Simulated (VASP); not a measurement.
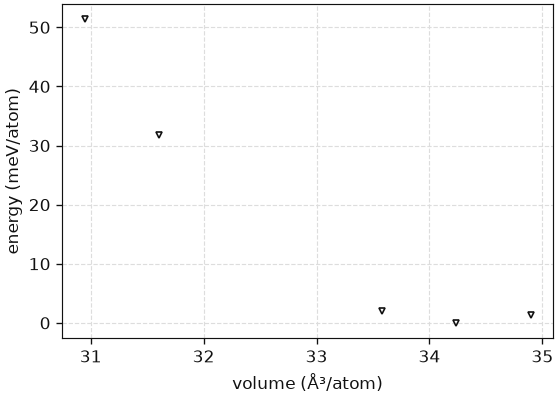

The plot gives the computed energy against volume for CdTe, space group F-43m (No. 216).

Cell as given: a = 4.533 Å, b = 4.533 Å, c = 4.533 Å, α = 60.00°, β = 60.00°, γ = 60.00°; 2 atoms.

Method: plane-wave DFT, no spin polarisation; energies at scaled volumes of the given cell, shape and fractions fixed, counted from the fit's minimum, third-order Birch-Murnaghan fit (VASP 6.6.1). Level: PBEsol.

```csv
setting,value
k mesh,7×7×7
occupations,Fermi–Dirac
smearing width,0.05 eV
potentials,"VASP PAW PBE potentials, recommended"
wave cutoff,520 eV
```

The points at volume 32.26 Å³/atom and 32.92 Å³/atom are left out of the plot. What values does the calculation give there?

```csv
volume (Å³/atom),energy (meV/atom)
32.26,17.44
32.92,7.67
```
